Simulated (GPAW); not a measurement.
# black phosphorene monolayer in an electric field, part 2 of 2

How does black phosphorene monolayer screen a perpendicular field?

GPAW 26.7.0; GPAW, PAW setups; layer in a repeated cell with vacuum, relaxation of atoms and in-plane cell (the session's first sound run).

So far, dipole along the normal (e·Å): step 2 (relaxation) 2.6e-5; step 3 (the slab's potential) 3.5e-4; step 4 (In a field) -0.0768; step 5 (field on) -0.0384.

## (8) In a field

Level of this step: GPAW, PAW setups; slab in vacuum (GPAW).

run.py reads:

```python
import json
import numpy as np
from ase import Atoms
from gpaw import GPAW, PW
from gpaw.external import ConstantElectricField

slab = Atoms(
    ['P', 'P', 'P', 'P'],
    positions=[
        [0.40951, -0.00000, 8.00020],
        [1.90352, 1.65303, 8.00000],
        [4.21326, -0.00000, 10.11053],
        [2.71925, 1.65303, 10.11073]],
    cell=[[4.62277, 0.0, 0.0], [-0.0, 3.30606, 0.0], [0.0, 0.0, 18.1107]],
    pbc=[True, True, False])

slab.calc = GPAW(mode=PW(400), xc='PBE', kpts={'size': (6, 8, 1), 'gamma': True},
                 occupations={'name': 'fermi-dirac', 'width': 0.05}, nbands='160%',
                 convergence={'density': 1e-05}, maxiter=200,
                 poissonsolver={'dipolelayer': 'xy'},
                 external=ConstantElectricField(0.1, [0, 0, 1]),
                 symmetry={'tolerance': 1e-3}, txt='slab.txt')
result = {}
energy = slab.get_potential_energy()
fermi = slab.calc.get_fermi_level()
v = slab.calc.get_electrostatic_potential().mean((0, 1)) - fermi
n = slab.calc.get_pseudo_density().mean((0, 1))
L = slab.cell[2, 2]
z = np.arange(len(v)) * L / len(v)
low, high = slab.positions[:, 2].min(), slab.positions[:, 2].max()
below, above = np.interp([low - 5.8, high + 5.8], z, v)
slopes = [np.interp(x, z, np.gradient(v, z)) for x in (low - 5.8, high + 5.8)]
eps = np.array([[slab.calc.get_eigenvalues(k, s) for k in range(len(slab.calc.get_ibz_k_points()))]
                for s in range(slab.calc.get_number_of_spins())]) - fermi
top, bottom = eps[eps < 0].max(), eps[eps > 0].min()
dipole = slab.get_dipole_moment()[2]
print(f'energy {energy:.4f} eV, Fermi level {fermi:.4f} eV, dipole {dipole:.5f} e A')
print(f'potential 5.8 A off the faces, from the Fermi level: lower {below:.4f} eV, upper {above:.4f} eV')
print(f'slope of the potential there: lower {slopes[0]:.5f}, upper {slopes[1]:.5f} eV/A')
print(f'nearest levels on the mesh: {top:.4f} and {bottom:.4f} eV')
print('magnetic moment', round(slab.get_magnetic_moment(), 3))
result.update(energy=energy, fermi=fermi, dipole=dipole, below=below, above=above, slopes=slopes, edges=[top, bottom],
              z=z.tolist(), v=v.tolist(), n=n.tolist(), positions=slab.positions.tolist(),
              forces=slab.get_forces(apply_constraint=False).tolist(), moments=slab.get_magnetic_moments().tolist())
json.dump(result, open('result.json', 'w'))
```

Started as:

```sh
$ OMP_NUM_THREADS=1 OPENBLAS_NUM_THREADS=1 python run.py
```

Log:

```text
energy -21.2933 eV, Fermi level -1.5286 eV, dipole 0.03838 e A
potential 5.8 A off the faces, from the Fermi level: lower 4.8143 eV, upper 4.3599 eV
slope of the potential there: lower 0.00005, upper -0.00006 eV/A
nearest levels on the mesh: -0.4624 and 0.4394 eV
magnetic moment 0.0
```

It took 70 s on 1 thread of Arm Neoverse N1, shared host; peak memory 0.23 GiB.

The dipole is now 0.0384 e Å, against 3.5e-4 in the run without a field.

## (9) In a field

run.py: that of step 8 with these lines changed.

```diff
@@ -20,3 +20,3 @@
                  poissonsolver={'dipolelayer': 'xy'},
-                 external=ConstantElectricField(0.1, [0, 0, 1]),
+                 external=ConstantElectricField(0.2, [0, 0, 1]),
                  symmetry={'tolerance': 1e-3}, txt='slab.txt')
```

Log:

```text
energy -21.2990 eV, Fermi level -1.5304 eV, dipole 0.07678 e A
potential 5.8 A off the faces, from the Fermi level: lower 5.0440 eV, upper 4.1350 eV
slope of the potential there: lower 0.00005, upper -0.00006 eV/A
nearest levels on the mesh: -0.4619 and 0.4388 eV
magnetic moment 0.0
```

It took 75 s on 1 thread; peak memory 0.23 GiB.

The dipole is now 0.0768 e Å, against 3.5e-4 in the run without a field.

## (10) Field on

run.py: that of step 9 with these lines changed.

```diff
@@ -20,3 +20,3 @@
                  poissonsolver={'dipolelayer': 'xy'},
-                 external=ConstantElectricField(0.2, [0, 0, 1]),
+                 external=ConstantElectricField(0.3, [0, 0, 1]),
                  symmetry={'tolerance': 1e-3}, txt='slab.txt')
```

Log:

```text
energy -21.3086 eV, Fermi level -1.5335 eV, dipole 0.11520 e A
potential 5.8 A off the faces, from the Fermi level: lower 5.2755 eV, upper 3.9116 eV
slope of the potential there: lower 0.00005, upper -0.00006 eV/A
nearest levels on the mesh: -0.4610 and 0.4379 eV
magnetic moment 0.0
```

Run time: 76 s. Hardware: 1 thread; peak memory 0.23 GiB.

The dipole is now 0.115 e Å, against 3.5e-4 in the run without a field.

## (11) The series

The members are put on one axis.

This step: induced dipole against applied field (GPAW 26.7.0).

The dipole along the normal by field:

```tsv
field (V/Å)	dipole along the normal (e·Å)
-0.200	-0.0768
-0.100	-0.0384
-0.050	-0.0192
0.000	3.5e-4
0.050	0.0192
0.100	0.0384
0.200	0.0768
0.300	0.115
```

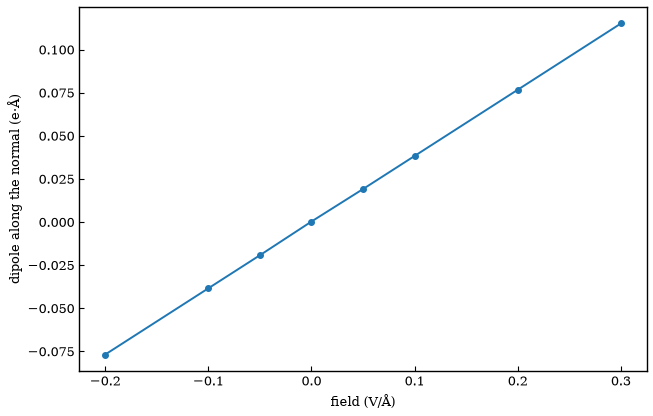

Dipole along the normal against field.

## (12) Results

```
work function, both faces (Fermi level placed in the gap by the smearing)        : 4.58 eV
ionisation energy from the upper face (highest filled level on the mesh)         : 5.05 eV
electron affinity from the upper face (lowest empty Kohn-Sham level on the mesh) : 4.14 eV
dipole along the normal                                                          : 3.5e-4 e Å
induced dipole per field                                                         : 0.384 e Å per V/Å
out-of-plane polarisability per area, α/(ε0 A)                                   : 4.55 Å
```

In words: The field induces 0.384 e Å per V/Å, a polarisable thickness α/(ε0 A) of 4.55 Å beside 2.11 Å between the outermost nuclei. A perfect conductor would give the distance between its two image planes; a dielectric of thickness t gives t(1 - 1/ε). The levels nearest the Fermi level on the mesh lie 0.902 eV apart, so the slab is gapped there: the smearing puts the Fermi level inside the gap, and from either face the ionisation energy is the work function plus 0.46 eV. Both are Kohn-Sham levels on the mesh, and semilocal gaps are too small, so the affinity tends to come out too large and the ionisation energy too small. The induced dipole is linear in the field over this range. The small printed dipole stands for a step of -4.2 meV from the lower to the upper face, and the probes find -3.8 meV; values this small are near the numerical noise of both. The layer's cell and atoms come from the relaxation; spin-orbit coupling and temperature are left out.

[Logs are printed without paths, hosts, clocks, repeated set-up lines and the standing remarks that a program may print on its own settings, such as how far it seeks lower states.]

[Hosts, paths, dates, database ids (printed as entryN), source tags and the programs' standing remarks are cut or masked in the printed files.]
